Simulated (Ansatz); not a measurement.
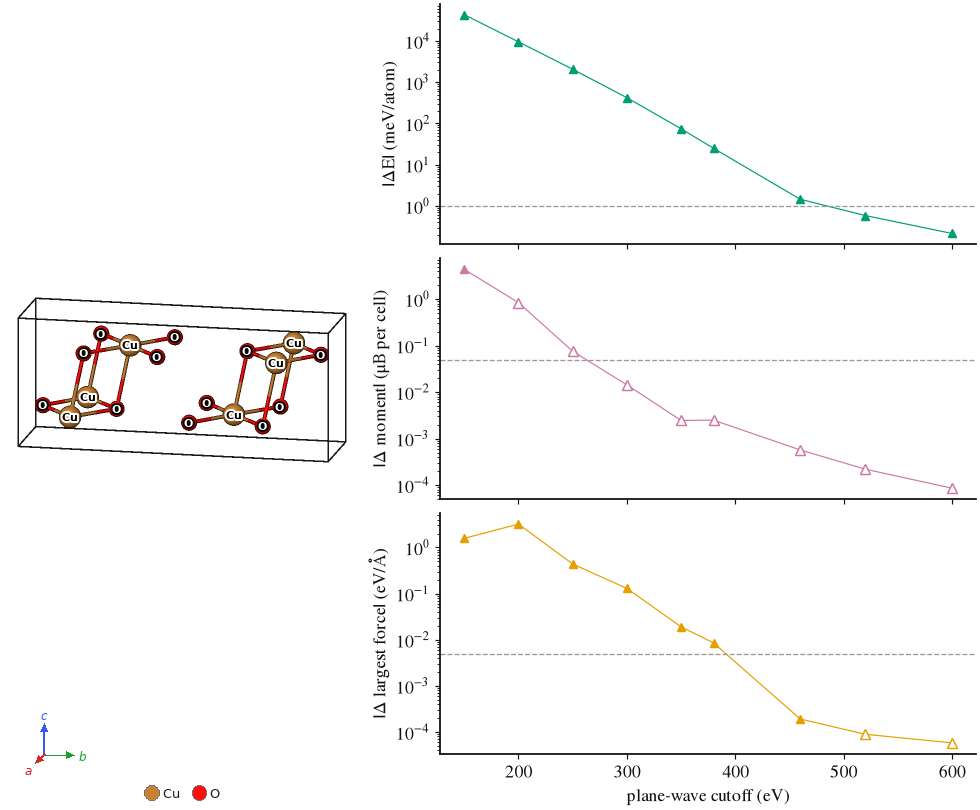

Beside the plot: the structure in its conventional cell.

Convergence test: the plane-wave cutoff (density cutoff scaled with it) is varied and all else is held.
CuO2 (Cmcm, 6 atoms in the cell); Ansatz, DFT PBEsol, scalar-relativistic, plane waves, PAW; 14×14×8 k-mesh, Gaussian smearing of 0.1 eV, collinear spins.
ΔE is the free energy less its value at the largest setting, 700 eV.
Dashed lines or grey bands mark the tolerance: 1 meV/atom, 0.05 μB per cell and 0.005 eV/Å.
On logarithmic panels, open markers lie below the reference value and filled ones above.
The atoms sit off their equilibrium sites.
Values: 150 eV, 200 eV, 250 eV, 300 eV, 350 eV, 380 eV, 460 eV, 520 eV, 600 eV and 700 eV.

> From which setting is the free energy converged to 1 meV/atom?

The free energy is within 1 meV/atom of the largest setting's value from 520 eV on. It is off by 43000 meV/atom at 150 eV, 420 meV/atom at 300 eV and 1.5 meV/atom at 460 eV (always above it). The smaller bases give higher energies, which fall towards the limit as the basis grows.

> How does the absolute moment ∫|m| behave (tolerance 0.05 μB per cell)?

The absolute moment ∫|m| is within 0.05 μB per cell of the largest setting's value from 300 eV on. It is off by 4.3 μB per cell at 150 eV, 0.84 μB per cell at 200 eV and 0.075 μB per cell at 250 eV (on both sides of it).

> And the largest force, to 0.005 eV/Å?

The largest force is within 0.005 eV/Å of the largest setting's value from 460 eV on. It is off by 1.6 eV/Å at 150 eV, 3.2 eV/Å at 200 eV, 0.13 eV/Å at 300 eV and 0.0085 eV/Å at 380 eV (on both sides of it).
